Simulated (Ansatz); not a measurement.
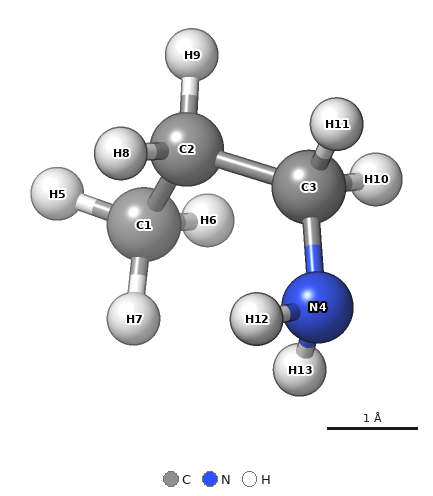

Fig. 1: The structure as given in the input (ball-and-stick view, seen at a tilt; atoms are numbered from 1 in the order of the input).

## Two runs on C₃H₉N

System: C₃H₉N, SMILES CCCN.
Method of the first run: RKS PBE0-D4/def2-TZVPP (Ansatz 0.2.0).

The geometry comes from this level: PBE0-D4/def2-TZVP. Text and figures count atoms from 1; the logs count them from 0 in places.

### Input file, the first run
```yaml
crystal:
  periodic: [false, false, false]
  atoms:
    - {symbol: C, position_ang: [-1.377876, 0.221753, 0.509745]}
    - {symbol: C, position_ang: [-0.298271, -0.788717, 0.162997]}
    - {symbol: C, position_ang: [1.099076, -0.182328, 0.067598]}
    - {symbol: N, position_ang: [1.303968, 0.822507, -0.961473]}
    - {symbol: H, position_ang: [-2.358955, -0.251464, 0.588101]}
    - {symbol: H, position_ang: [-1.167210, 0.709315, 1.466473]}
    - {symbol: H, position_ang: [-1.456854, 1.003163, -0.250999]}
    - {symbol: H, position_ang: [-0.539687, -1.277574, -0.788927]}
    - {symbol: H, position_ang: [-0.282641, -1.582687, 0.918557]}
    - {symbol: H, position_ang: [1.361748, 0.270284, 1.030649]}
    - {symbol: H, position_ang: [1.826802, -0.983082, -0.098032]}
    - {symbol: H, position_ang: [1.066232, 0.451384, -1.873829]}
    - {symbol: H, position_ang: [0.709064, 1.626346, -0.805761]}
basis:
  gaussian: {orbitals: def2-TZVPP}
hamiltonian: {xc: pbe0, dispersion: d4}
output: {orbitals: {seedname: orbitals}}
```

Launched with:
```bash
ansatz run in.yaml --threads 4 --pin off --events-out ev --progress --plain --max-ram 10444MiB
```

Hardware: 4 threads of Arm Neoverse V2, 23 GiB of memory available, shared host.

### Output (the first run)
```
Functional definition: PBE0
  parameter a = 0.25
  parameter kappa = 0.804
  parameter beta = 0.06672455060314922
  exchange = (1 - a)*pbe_x(kappa = kappa, mu = beta*pi^2/3) + a*exact_x
  correlation = pbe_c(beta = beta)
1226 factors; their error is unknown
mean field evaluation 1: about -4733.1497 eV, gradient 7.0e1 eV
mean field evaluation 2: about -4726.3807 eV, gradient 8.7e1 eV
mean field evaluation 4: about -4744.0359 eV, gradient 3.4e0 eV
mean field evaluation 8: about -4744.0629 eV, gradient 6.2e-2 eV
mean field evaluation 16: about -4744.0471 eV, gradient 3.3e-5 eV
mean field -4744.04712732 eV, -174.3405162985 hartree, gradient 3.3e-5 eV, S^2 0.000000; 0 other end points of the search recorded, 0 dependent functions left out
reference -4744.04715807 eV, -174.3405174283 hartree; 17, 17 occupied and 233, 233 virtual orbitals, 1226 factors
Total energy: -4744.21453864 eV, -174.3466685511 hartree
```

For the second run the input was changed thus:
```diff
-hamiltonian: {xc: pbe0, dispersion: d4}
+hamiltonian: {xc: {name: wB97X-V}}
```

What does this change do to the results?

The total energies belong to different models, so their difference says nothing on which is more stable or more accurate. The HOMO goes from −6.77 to −9.26 eV. The LUMO goes from 1.05 to 2.90 eV. On the same kind of shared host the second run took about 2.7 times as long.

### Output (the second run)
```
Functional definition: wB97X-V
  parameter omega = 0.3/bohr
  parameter cx = 0.167
  parameter cx1 = 0.603
  parameter cx2 = 1.194
  parameter css0 = 0.556
  parameter css1 = -0.257
  parameter cos0 = 1.219
  parameter cos1 = -1.850
  parameter b = 6.0
  parameter c = 0.01
  exchange = spin_sum(e_x_unif_sr(omega)*poly(b97_u_x, 1 - cx, cx1, cx2)) + cx*exact_x_sr(omega) + exact_x_lr(omega)
  correlation = spin_sum(e_c_pw_same_spin*poly(b97_u_same, css0, css1))
      + integral(e_c_pw_opposite_spin*poly(b97_u_opposite, cos0, cos1)) + vv10(b, c)
1226 factors; their error is unknown
336 factors; integrals over basis functions are off by at most 9.5e-6 eV
mean field evaluation 1: about -4742.8931 eV, gradient 5.1e1 eV
mean field evaluation 2: about -4745.0990 eV, gradient 4.1e1 eV
mean field evaluation 4: about -4748.4818 eV, gradient 1.6e0 eV
mean field evaluation 8: about -4748.4948 eV, gradient 6.5e-2 eV
mean field evaluation 16: about -4748.4701 eV, gradient 1.5e-4 eV
mean field -4748.47006067 eV, -174.5030561010 hartree, gradient 3.2e-5 eV, S^2 0.000000; 0 other end points of the search recorded, 0 dependent functions left out
reference -4748.47005872 eV, -174.5030560294 hartree; 17, 17 occupied and 233, 233 virtual orbitals, 1226 factors
Total energy: -4748.47005872 eV, -174.5030560294 hartree
```

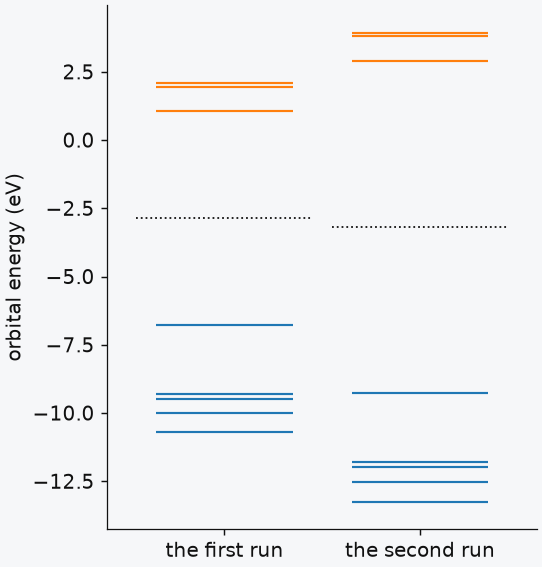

Fig. 2: The five highest filled and three lowest empty orbital energies of the two runs; the dotted lines part filled from empty levels. The HOMO–LUMO gap is 7.82 eV in the first run and 12.16 eV in the second run.

### The two runs side by side

| quantity | the first run | the second run |
| --- | --- | --- |
| outcome | converged | converged |
| total energy (hartree) | −174.346669 | −174.503056 |
| HOMO (eV) | −6.77 | −9.26 |
| LUMO (eV) | 1.05 | 2.90 |
| basis functions | 250 | 250 |
| wall time (shared host) | 2.2 s | 6 s |
